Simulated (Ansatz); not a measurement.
Run report: NiSi₂, geometry relaxation (part 2 of 2)

NiSi₂ (I4/mmm, 3 atoms in the cell); DFT, PBE, PAW with Ansatz's default frozen-core files, scalar-relativistic, no spin polarisation (Ansatz 0.2.0); cutoff 420 eV, 14×14×14 k-mesh, Fermi–Dirac smearing of 0.05 eV. Its volume is 0.80 times that of the source entry. It belongs to a series of runs on one base structure; here: shape and atoms relaxed at 0.8 of the volume.

Geometry of the input (Å; fractional positions):
```
-1.5375  1.5375  3.2649
1.5375  -1.5375  3.2649
1.5375  1.5375  -3.2649
Ni 0.0000  0.0000  0.0000
Si 0.3321  0.3321  -0.0000
Si -0.3321  -0.3321  0.0000
```

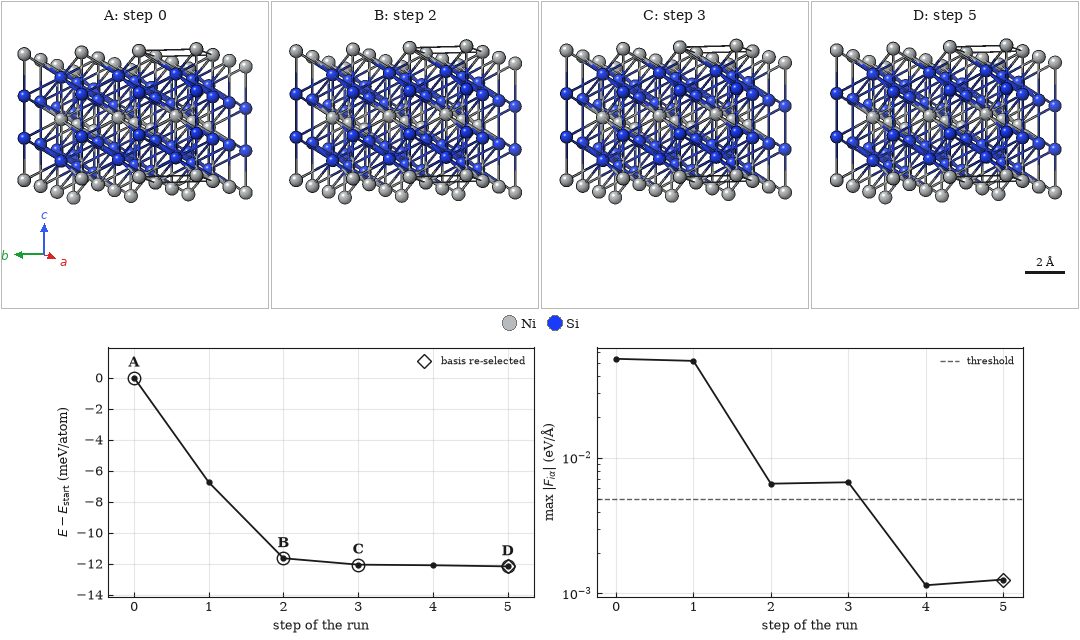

Fig. 1: Frames of the relaxation (ball-and-stick view of the cell 2 times as large as that of the calculation, set on its symmetry axes, repeated 3 × 3 × 1, seen at an oblique angle) above the curves, on which the letters mark them (the first geometry is step 0 here and step 1 in the log).

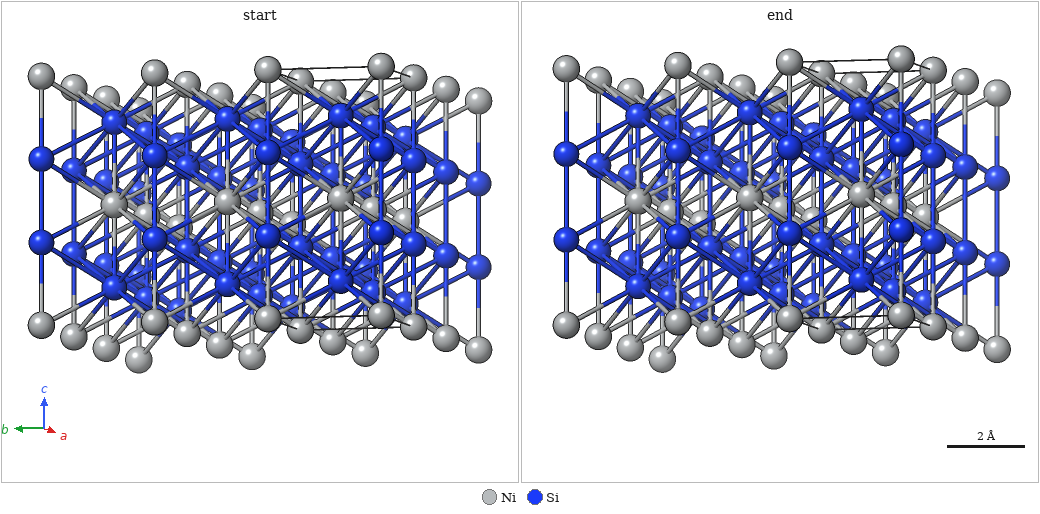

Fig. 2: Before (left) and after (right) the relaxation, at one scale (ball-and-stick view of the cell 2 times as large as that of the calculation, set on its symmetry axes, repeated 3 × 3 × 1, seen at an oblique angle). The atoms keep their places relative to the cell (all moves are under 0.005 Å). The drawn cell changes at constant volume: a = b 3.075 → 3.030 Å (−1.5 %), c 6.530 → 6.723 Å (+3.0 %). Among the contacts that change: Ni1–Si2 2.169 → 2.237 Å, Si2–Si3 2.192 → 2.250 Å. The space group stays I4/mmm (No. 139). After 4 geometry steps the energy has fallen by 12.1 meV per atom. The largest force component goes from 0.054 to 0.0013 eV/Å. The pressure goes from 52.09 to 49.71 GPa. A last SCF at the same geometry on a re-selected plane-wave basis shifts the energy by −0.1 meV per atom. (Atoms are counted from 1 in the order of the input.)

```
basis re-selected at this cell: Δ(F+E_penalty+E_count) = -2.201e-4 eV, ΔP = +0.009 GPa vs the last step (what re-selecting the basis moved, of the pressure what is left beyond the Pulay correction that the steps carried, after the strain that the cell walked since its last selection, with what the two solves' SCF thresholds leave and, on support functions, any second-order correction that the steps lacked; it is no measure of the basis error at this ecutwfc). This SCF's stress stands 1.68e-2 GPa from its target on what of the cell is left free (relax.cell.stress_tol is 1.10e-1 GPa) and its largest allowed force component is 1.26e-3 eV/Å (relax.f_tol is 5.00e-3 eV/Å): within both
SCF converged after 6 iterations
Free energy (F): -7110.321460 eV
Harris-Foulkes:  -7110.321460 eV  (|F-HF|=2.73e-12)
Internal energy: -7110.305304 eV  (E = F + TS)
E sigma→0 (E₀):  -7110.313382 eV
Entropy (-TS):   -0.016156 eV (-5.385 meV/atom)
Fermi energy:    17.996128 eV
--- Per-component energies (eV) ---
  E_band       = -233.290172
  E_kinetic    = 384.752231
  E_local      = -4485.138352  (includes V_loc(G=0)·N_el)
  E_nonlocal   = 689.354266
  E_hartree    = 1962.607536
  E_xc         = -204.168883
  E_vxc        = -214.916648  (∫ρ·V_xc dr)
  E_paw        = -2656.850559  (= ΣΔE_a)
  E_vpaw       = -532.556965  (= ΣTr[D̂ρ^β])
  E_aug_tail   = 0.000474  (compensation charges beyond the density's cutoff)
  E_ewald      = -2800.862018
  E_smearing   = -0.016156  (= −TS)
  E_closure    = -0.000000  (closes the sum)
  Σ components = -7110.321460   (vs F -7110.321460, Δ=0.00e0)
--- Forces (eV/Å), atoms counted from 1 ---
  atom   1  Ni     0.00000000     0.00000000     0.00000000
  atom   2  Si    -0.00000000    -0.00000000    -0.00126387
  atom   3  Si     0.00000000    -0.00000000     0.00126387
  max |Σ_I F_I| component: 1.39e-17 eV/Å
--- Stress (GPa, compression-positive) ---
       49.698304       0.000000       0.000000
        0.000000      49.698304       0.000000
        0.000000       0.000000      49.723489
  P = ⅓ Tr σ = 49.7067 GPa (497.067 kbar)
--- Band table (eV; the first three rows and the last of 244) ---
  k-point 0: bands = ["-86.6752", "-47.3142", "-46.9940", "-46.9940", "1.5420", "10.8550", "13.3550", "13.3550", "13.6379", "14.7287", "14.7843", "17.5554", "19.7909", "19.7909", "20.1573", "20.1573", "20.4503"]
  k-point 1: bands = ["-86.6752", "-47.3141", "-46.9946", "-46.9946", "1.7043", "10.9481", "13.1239", "13.1960", "13.6256", "14.6375", "14.9028", "17.3721", "18.7702", "18.8890", "19.8133", "20.0851", "21.9987"]
  k-point 2: bands = ["-86.6750", "-47.3138", "-46.9963", "-46.9962", "2.1877", "11.1881", "12.5193", "12.8869", "13.6010", "14.1817", "15.0939", "17.0609", "17.9749", "18.0774", "19.0092", "20.0040", "24.2851"]
  k-point 243: bands = ["-86.6752", "-47.3150", "-46.9941", "-46.9941", "4.0133", "5.5950", "13.1424", "13.2848", "14.4230", "14.4230", "14.8620", "15.7327", "15.7327", "20.9242", "20.9326", "27.2032", "27.4138"]
--- Relaxed structure (5 steps of the walk, 5 accepted, 1 SCFs on fresh bases) ---
  F+E_penalty+E_count = -7110.32145962 eV   max|allowed force component| = 1.264e-3 eV/Å   (the final SCF, on the basis selected at the relaxed cell)
  cell:  # Å, volume = 30.8698 Å³
    - [-1.5151623000583252, 1.5151623000583252, 3.361676421450155]
    - [1.5151623000583252, -1.5151623000583252, 3.361676421450155]
    - [1.5151623000583252, 1.5151623000583252, -3.361676421450155]
  atoms:
    - { symbol: Ni, position: [-5.534719185438728e-21, -5.534719185438692e-21, 2.218261696027843e-35] }
    - { symbol: Si, position: [0.3327084706537128, 0.3327084706537128, -1.1362594007928362e-35] }
    - { symbol: Si, position: [-0.3327084706537128, -0.3327084706537128, -1.0820022952350064e-35] }
```

Trajectory as extended XYZ (Å, eV, eV/Å), 6 frames, from step=1 to step=6:
```
3
Lattice="-1.5375 1.5375 3.2649 1.5375 -1.5375 3.2649 1.5375 1.5375 -3.2649" Properties=species:S:1:pos:R:3:forces:R:3 step=1 energy=-7110.28494 pressure_GPa=52.09
Ni    0.0000    0.0000    0.0000    0.0000   0.0000   0.0000
Si    0.0000    0.0000    2.1686    0.0000   0.0000   0.0535
Si    0.0000    0.0000   -2.1686    0.0000   0.0000  -0.0535
3
Lattice="-1.5307 1.5307 3.2938 1.5307 -1.5307 3.2938 1.5307 1.5307 -3.2938" Properties=species:S:1:pos:R:3:forces:R:3 step=2 energy=-7110.30519 pressure_GPa=51.15
Ni    0.0000    0.0000    0.0000    0.0000   0.0000   0.0000
Si    0.0000    0.0000    2.1884    0.0000   0.0000   0.0517
Si    0.0000    0.0000   -2.1884    0.0000   0.0000  -0.0517
3
Lattice="-1.5201 1.5201 3.3400 1.5201 -1.5201 3.3400 1.5201 1.5201 -3.3400" Properties=species:S:1:pos:R:3:forces:R:3 step=3 energy=-7110.31989 pressure_GPa=50.06
Ni    0.0000    0.0000    0.0000    0.0000   0.0000   0.0000
Si    0.0000    0.0000    2.2215    0.0000   0.0000   0.0064
Si    0.0000    0.0000   -2.2215    0.0000   0.0000  -0.0064
3
Lattice="-1.5166 1.5166 3.3551 1.5166 -1.5166 3.3551 1.5166 1.5166 -3.3551" Properties=species:S:1:pos:R:3:forces:R:3 step=4 energy=-7110.32113 pressure_GPa=49.80
Ni    0.0000    0.0000    0.0000    0.0000   0.0000   0.0000
Si    0.0000    0.0000    2.2321    0.0000   0.0000   0.0066
Si    0.0000    0.0000   -2.2321    0.0000   0.0000  -0.0066
3
Lattice="-1.5152 1.5152 3.3617 1.5152 -1.5152 3.3617 1.5152 1.5152 -3.3617" Properties=species:S:1:pos:R:3:forces:R:3 step=5 energy=-7110.32124 pressure_GPa=49.70
Ni    0.0000    0.0000    0.0000    0.0000   0.0000   0.0000
Si    0.0000    0.0000    2.2369    0.0000   0.0000  -0.0011
Si    0.0000    0.0000   -2.2369    0.0000   0.0000   0.0011
3
Lattice="-1.5152 1.5152 3.3617 1.5152 -1.5152 3.3617 1.5152 1.5152 -3.3617" Properties=species:S:1:pos:R:3:forces:R:3 step=6 energy=-7110.32146 pressure_GPa=49.71
Ni    0.0000    0.0000    0.0000    0.0000   0.0000   0.0000
Si    0.0000    0.0000    2.2369    0.0000   0.0000  -0.0013
Si    0.0000    0.0000   -2.2369    0.0000   0.0000   0.0013
```

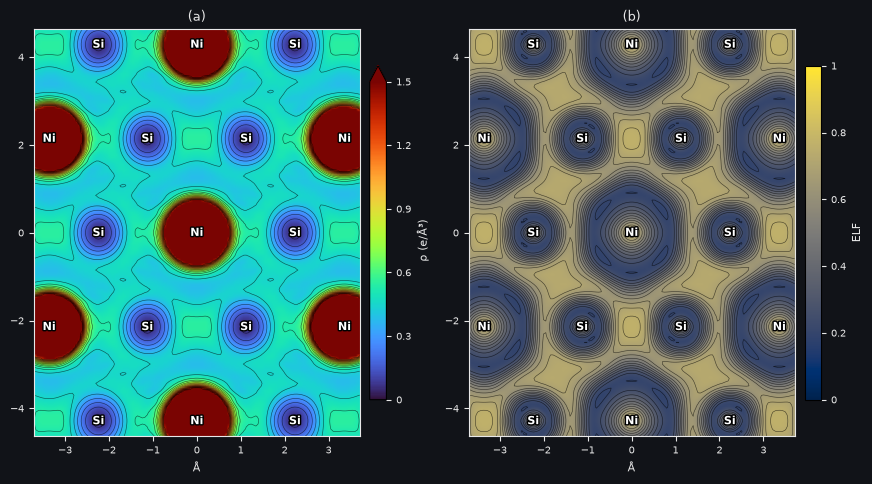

Fig. 3: (a) valence electron density; (b) ELF on the (110) plane of the conventional cell. Si–Ni (2.24 Å): ρ at the midpoint is about 0.54 e/Å³; the ELF is about 0.40 at the midpoint. Si–Si (2.25 Å): ρ at the midpoint is about 0.55 e/Å³, a local maximum along the line; the ELF peaks at about 0.75 between the atoms, which marks a covalent bond. Si–Si (2.41 Å): the density is about 0.45 e/Å³ at the midpoint, a local maximum along the line; the ELF peaks at about 0.75 between the atoms (a covalent bond). Si–Ni (2.42 Å): the density is about 0.41 e/Å³ at the midpoint; the ELF is about 0.45 at the midpoint. Away from the nuclei the density in this plane falls to 0.38 e/Å³ at its lowest. The strong features right at Ni lie inside the PAW spheres (semicore, d or f shells) and say nothing about bonding. The fields are those of the smooth PAW valence density.

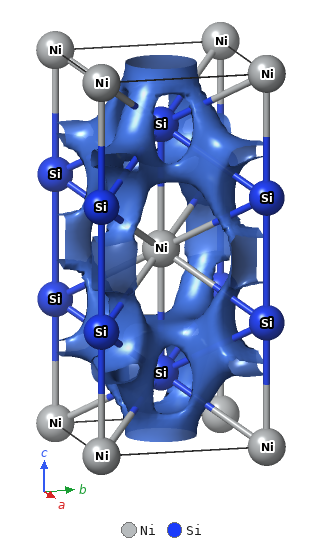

Fig. 4: Isosurface of the ELF at 0.6 (blue), seen slightly off an axis. Only the valence region is drawn (cores and ρ < 0.01 e/Å³ removed). Sticks mark near contacts. The outline is the cell set on symmetry axes. Profiles from the grid: Si–Ni (2.24 Å): the ELF is about 0.40 at the midpoint. Si–Si (2.25 Å): the ELF peaks at about 0.75 between the atoms, which marks a covalent bond.

Summary:

| quantity | value |
| --- | --- |
| outcome | converged |
| space group (tolerance 0.01 Å) | I4/mmm (139) |
| electrons treated | 26 |
| free energy | −7110.3215 eV |
| Fermi energy | 17.996 eV |
| pressure | 49.71 GPa |
| final volume | 30.87 Å³ |
| largest force (length of the vector) at the end | 0.001 eV/Å |
| final cell | a = 3.987 Å, b = 3.987 Å, c = 3.987 Å, α = 135.32°, β = 135.32°, γ = 65.03° |
| hardware | 1 thread of Intel Xeon (Granite Rapids), 32 GiB of memory available, shared host |
| wall time | 23 s |
| peak memory | 0.48 GiB |

Notes:

The run has no spin polarisation, so a magnetic state may lie lower. The cell is under a pressure of 50 GPa at this level, so it is not at its equilibrium volume.
